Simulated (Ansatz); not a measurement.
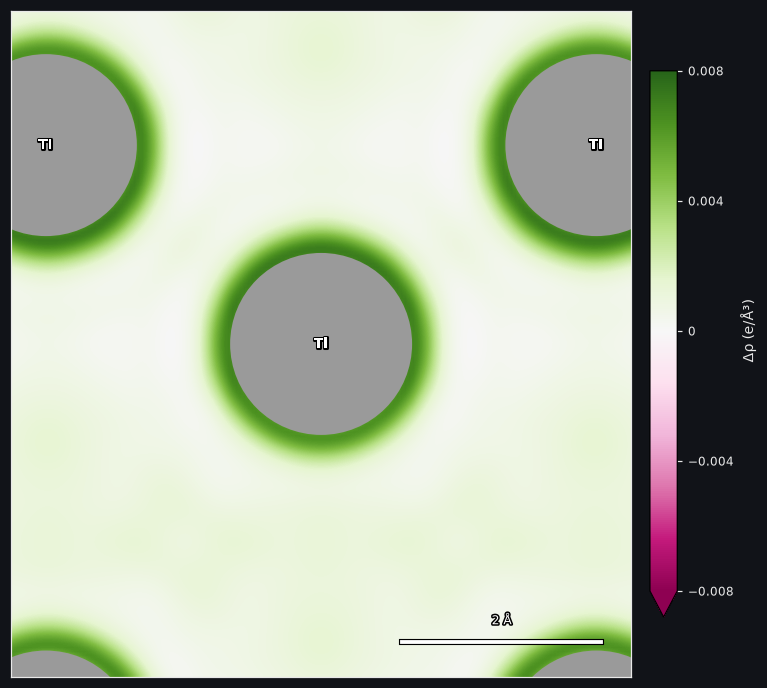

Tl: difference of two self-consistent densities at the same geometry, ρ(LDA) − ρ(r2SCAN), on the (110) plane of the conventional cell. Grey discs cover the cores, where the PAW densities can't be compared. Cores are masked to 0.9 Å (Tl).

Space group P6_3/mmc. Spin-orbit coupling, left out here, splits and shifts the levels of such heavy elements, by tenths of an eV up to several eV.

Both runs: Ansatz, scalar-relativistic, plane waves and PAW, same cutoff, k-points and PAW files (made with PBE).

How does the change of level move the electrons?

Answer. Against r2SCAN, and outside the masked cores, the largest gain lies at the edge of the masked core of Tl, and the largest loss, 6e-05 e/Å³, lies 1.6 Å from a thallium nucleus. At this volume the pressure is 2 GPa with r2SCAN and −2 GPa with LDA.
